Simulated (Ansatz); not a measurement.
**CoSi: density, localisation and related maps**

Input

```
crystal:
  lattice:
    - [0.0, 2.54154393, 2.54154393]
    - [2.54154393, 0.0, 2.54154393]
    - [2.54154393, 2.54154393, 0.0]
  atoms:
    - { symbol: Co, position: [0.75, 0.75, 0.75] }
    - { symbol: Si, position: [0.0, 0.0, 0.0] }
basis:
  ecutwfc: 420
kpoints:
  mp_grid: { grid: [18, 18, 18] }
hamiltonian:
  xc: pbe
scf:
  occupations: { method: gaussian, width: 0.1 }
output:
  forces: true
  stress: true
  eigenvalues: true
  write_density: true
  write_potential: true
  elf: true
  volumetric_format: npy
relax:
  adjacent_minimum: "off"
  f_tol: 0.01
  max_steps: 80
  cell: { stress_tol: 0.05 }
```

Launched as:

```sh
ansatz run input.yaml --threads 1 --pin off --max-ram 2560MiB --backend cpu --events-out ev --progress --plain --runs-dir out
```

Below, planes, directions and counts refer to the conventional cell (a = 5.09 Å, b = 5.09 Å, c = 5.09 Å, α = 90.00°, β = 90.00°, γ = 90.00°).

Space group F-43m; a structure generated by program, which may or may not match a known phase; computed without spin polarisation.

Level of theory: DFT PBE, scalar-relativistic, plane waves, PAW (Ansatz 0.2.0).

In a PAW calculation such maps are meaningful between the atoms, not at the nuclei.

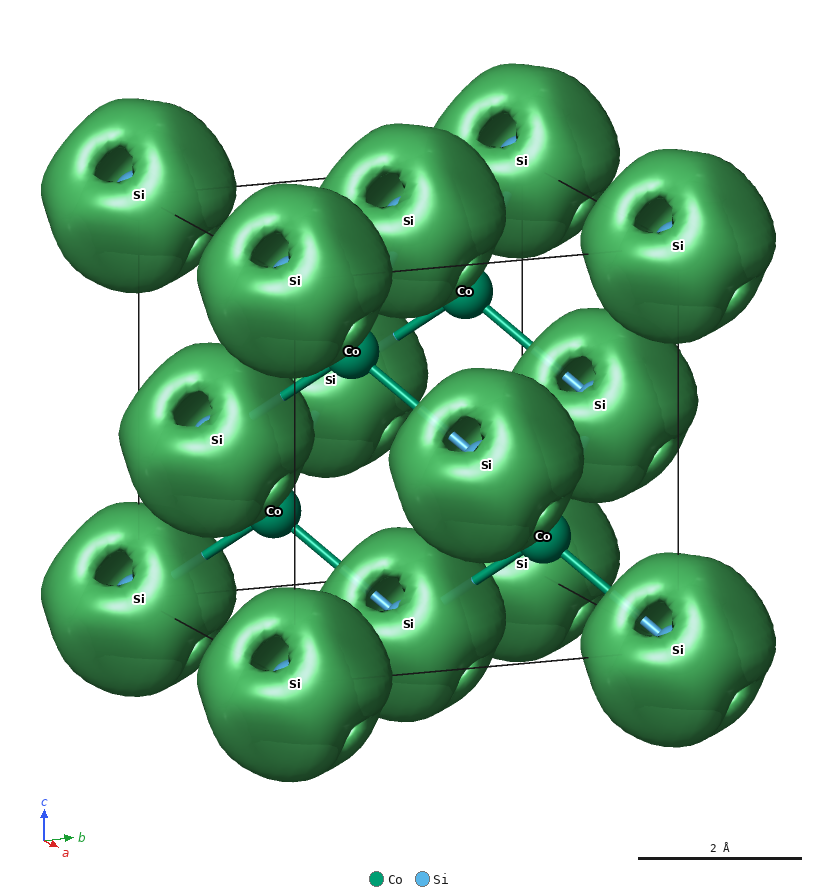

Figure 1. Isosurface of the electron localisation function at 0.6 (green), seen slightly off an axis. Only the valence region is drawn (cores and ρ < 0.01 e/Å³ removed). Sticks mark near contacts.

Identify the bonds, lone pairs and shells in this picture.

Answer. The surface consists of four regions wrapped around Si (the valence shell of each), counted in one cell of 8 atoms. Any copies at cell faces, edges or corners count once.


Co–Si (2.20 Å): the ELF peaks at about 0.80 between the atoms.

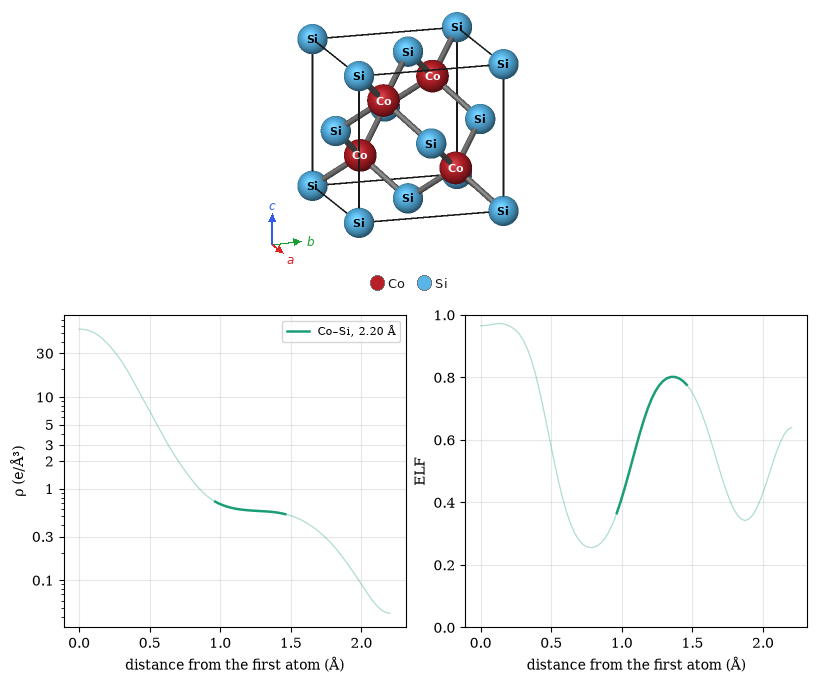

Figure 2. Valence pseudo-density and ELF along straight lines between neighbouring atoms. Thin, pale parts lie inside the atomic spheres. The structure is drawn too.

What can be read from the curves?

Answer. Co–Si (2.20 Å): ρ is about 0.61 e/Å³ halfway; the ELF peaks at about 0.80 between the atoms.

Does the calculation give a band gap?

Answer. It is metallic or semimetallic at this level of theory: no gap opens.
